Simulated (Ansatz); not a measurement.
# Si$_{5}$N$_{3}$: what the fields show

Input

```
crystal:
  lattice:
    - [4.5936787913, 0.0, 0.0]
    - [0.0, 4.5936787913, 0.0]
    - [0.0, 0.0, 4.5936787913]
  atoms:
    - { symbol: Si, position: [0.0, 0.0, 0.0] }
    - { symbol: Si, position: [0.7125432084, 0.2874567916, 0.7125432084] }
    - { symbol: Si, position: [0.2874567916, 0.7125432084, 0.7125432084] }
    - { symbol: Si, position: [0.2874567916, 0.2874567916, 0.2874567916] }
    - { symbol: Si, position: [0.7125432084, 0.7125432084, 0.2874567916] }
    - { symbol: "N", position: [0.5, 0.5, 0.0] }
    - { symbol: "N", position: [0.5, 0.0, 0.5] }
    - { symbol: "N", position: [0.0, 0.5, 0.5] }
basis:
  ecutwfc: 420
kpoints:
  mp_grid: { grid: [8, 8, 8] }
  band_path:
    path:
      - [[0.0, 0.0, 0.0], [0.0, 0.5, 0.0], [0.5, 0.5, 0.0], [0.0, 0.0, 0.0], [0.5, 0.5, 0.5], [0.0, 0.5, 0.0]]
      - [[0.5, 0.5, 0.5], [0.5, 0.5, 0.0]]
    npoints: 14
hamiltonian:
  xc: pbe
scf:
  occupations: { method: gaussian, width: 0.1 }
  n_extra_bands: 20
output:
  forces: true
  stress: true
  eigenvalues: true
  populations: true
  dos: { projected: true, de: 0.02, nscf_kmesh: { grid: [10, 10, 10] } }
  bader: true
  write_density: true
  write_potential: true
  elf: true
  volumetric_format: npy
```

Run with:

```sh
ansatz run input.yaml --threads 1 --pin off --max-ram 2560MiB --backend cpu --events-out ev --progress --plain --runs-dir out
```

Below, planes, directions and counts refer to the conventional cell (a = 4.59 Å, b = 4.59 Å, c = 4.59 Å, α = 90.00°, β = 90.00°, γ = 90.00°).

Space group P-43m; a generated structure, not necessarily the stable one; computed without spin polarisation.

All numbers below come from DFT PBE, scalar-relativistic, plane waves, PAW (Ansatz).

In a PAW calculation such maps are meaningful between the atoms, not at the nuclei.

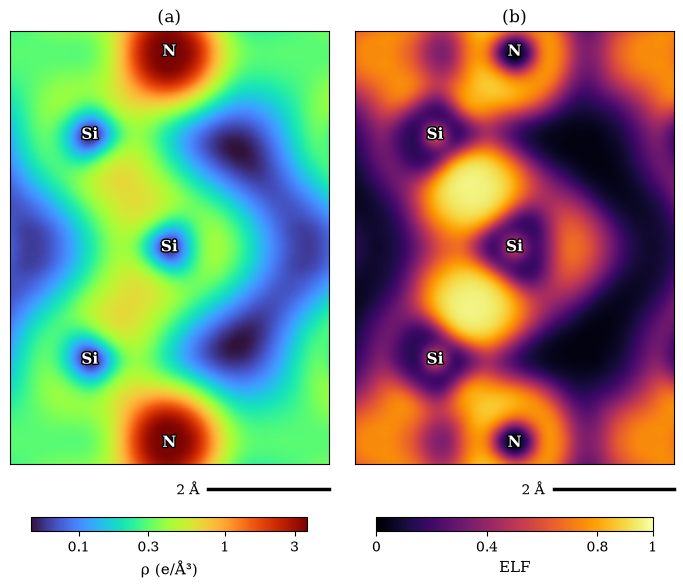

Figure 1. (a) valence pseudo-density; (b) electron localisation function on the (101) plane of the conventional cell.

Interpret the plot.

The section cuts through Si and N sites. Si–N (1.91 Å): ρ at the midpoint is about 0.77 e/Å³; the ELF peaks at about 0.85 between the atoms. Si–Si (2.29 Å): the density is about 0.65 e/Å³ at the midpoint; the ELF peaks at about 0.95 between the atoms. Between the atoms the lowest density in this plane is 0.05 e/Å³.

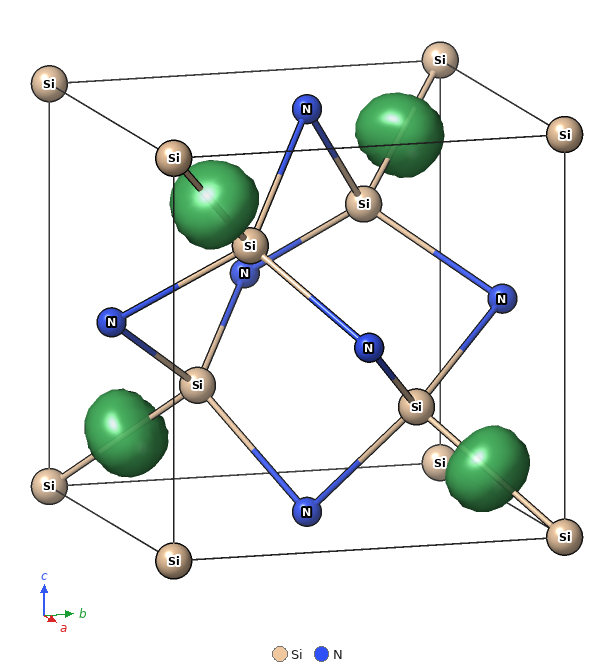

Figure 2. Isosurface of the ELF at 0.9 (green), seen slightly off an axis. Only the valence region is drawn (cores and ρ < 0.01 e/Å³ removed). Sticks mark near contacts.

Describe the localisation domains.

The ELF exceeds this value in four regions between bonded Si–Si atoms, counted in one cell of 8 atoms. Regions shared between cells count once.

Does the calculation give a band gap?

It is metallic or semimetallic at this level of theory: no gap opens.

How much charge does the calculation move between the atoms?

Electrons move from Si towards N. Bader charges: Si +0.37 to +1.64 and N −2.31 e.
